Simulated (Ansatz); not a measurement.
NbH2: several calculations on one system

## 1. Relaxation

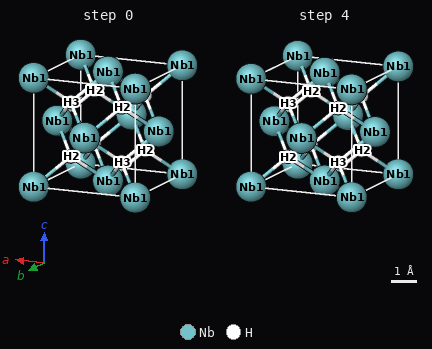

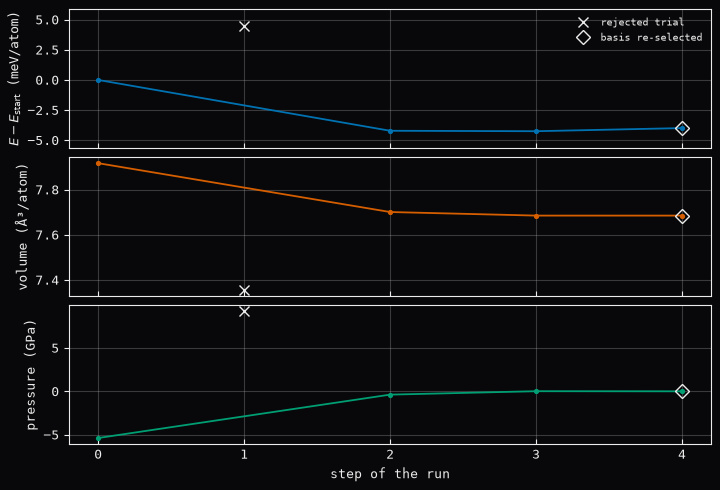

First and last geometry of a relaxation of crystalline NbH$_{2}$ (set up in Fm-3m), with the history of the run. The picture is a ball-and-stick view of the conventional cell (4 times the calculation's cell), seen from a free direction. Lengths and directions refer to the drawn axes.

Level of theory: DFT PBEsol, scalar-relativistic, plane waves, PAW (Ansatz). (plane-wave cutoff 420 eV; k-point mesh 16 × 16 × 16; occupations gaussian; smearing width 0.1 eV; no spin polarisation; cell and atoms relaxed; force threshold 0.005 eV/Å; at most 80 steps)

Read the history and describe the run.

It converged. The atoms keep their places relative to the cell (all moves are under 0.005 Å). The drawn cell changes as follows: a = b = c 4.563 → 4.518 Å (−1.0 %); the volume changes by −2.9 %. Some distances before and after: Nb1–Nb1 3.227 → 3.195 Å, Nb1–H2 1.976 → 1.956 Å. The space group stays Fm-3m (No. 225). Over 2 accepted moves (4 points after the start) the energy falls by 4.0 meV per atom. All forces vanish by symmetry, so only the cell relaxes. The pressure goes from −5.37 to 0.01 GPa. The line search rejected the trial step at point 1 of the run. At 1 point the geometry stayed and the basis and grid were re-selected for the new cell (energy shift of 0.3 meV per atom at most each time).

```
step  E − E(0), meV/atom  pressure, GPa  volume, Å³/atom                      note
   0                0.00          -5.37            7.917                          
   1                4.50           9.22            7.356                  rejected
   2               -4.21          -0.38            7.701                          
   3               -4.25           0.02            7.685                          
   4               -3.99           0.01            7.685  same geometry, new basis
```

## 2. A change

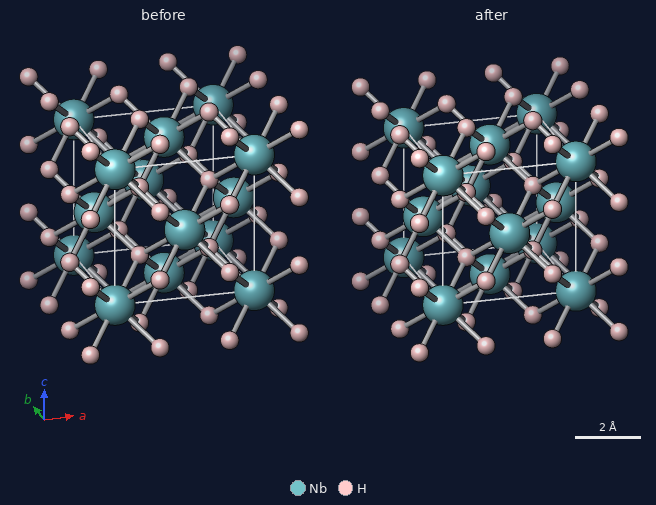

Left: solid NbH2 (set up in Fm-3m). Right: the same structure after one change, at the same scale. Style: ball-and-stick. Shown: the conventional cell (2 times the calculation's cell), from a free direction. Lengths and directions refer to the drawn axes.

Level of theory: DFT PBEsol, scalar-relativistic, plane waves, PAW (Ansatz 0.2.0). (plane-wave cutoff 420 eV; k-point mesh 12 × 12 × 8; occupations gaussian; smearing width 0.1 eV; no spin polarisation)

Question: What was changed?

Answer: Equal strain along all axes, −4.5 %, is applied. Symmetry leaves the atoms no freedom, so this is a single point.

Question: How do the computed properties respond?

Answer: Some distances before and after: H–Nb 1.956 → 1.868 Å. The space group stays Fm-3m (No. 225). The energy rises by 96.5 meV per atom. Pressure: 0.0 GPa before, 35.1 GPa after. All forces vanish by symmetry.

## 3. Series

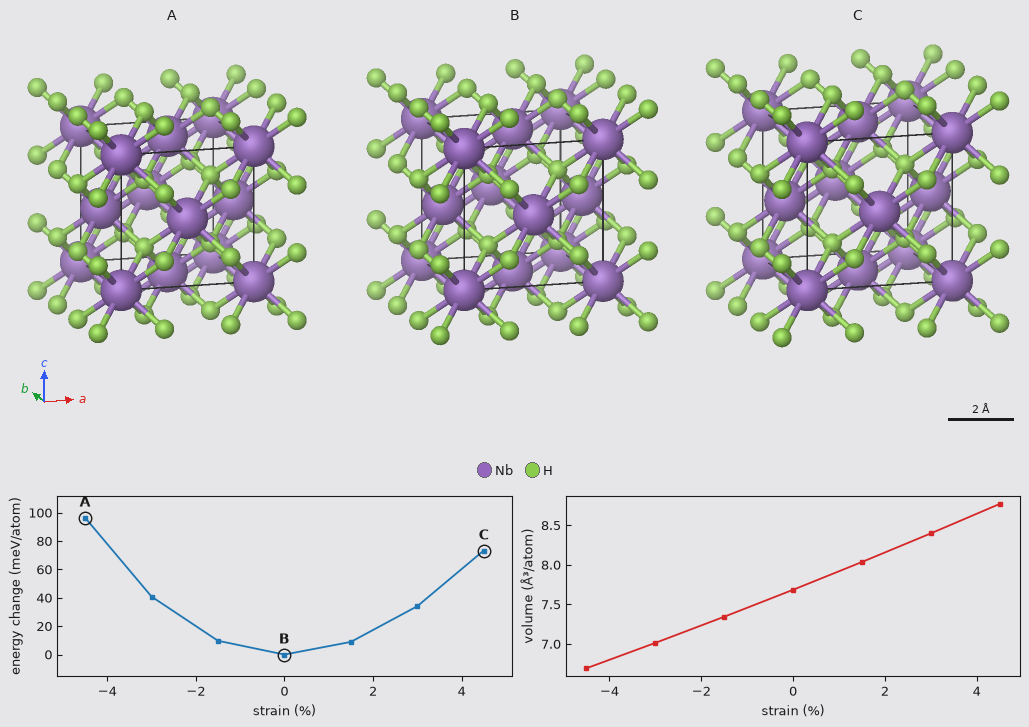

Members of a series of calculations on solid NbH2 (set up in Fm-3m), marked on the first curve. A ball-and-stick model of the conventional cell (2 times the calculation's cell), seen slightly off an axis. Lengths and directions refer to the drawn axes.

Computed with DFT PBEsol, scalar-relativistic, plane waves, PAW in Ansatz. (plane-wave cutoff 420 eV; k-point mesh 12 × 12 × 8; occupations gaussian; smearing width 0.1 eV; no spin polarisation)

Q: Describe the series.

A: Equal strain along all axes, cell held, atoms relaxed. A (strain −4.5 %): energy change 96.5 meV/atom, volume 6.69 Å³ per atom. B (strain 0.0 %): energy change 0.0 meV/atom, volume 7.68 Å³ per atom. C (strain 4.5 %): energy change 73.4 meV/atom, volume 8.77 Å³ per atom. The rest compares A with C. The drawn cell changes as follows: a = b = c 4.315 → 4.721 Å (+9.4 %); the volume changes by +31.0 %. Among the bonded contacts that change: H–Nb 1.868 → 2.044 Å.
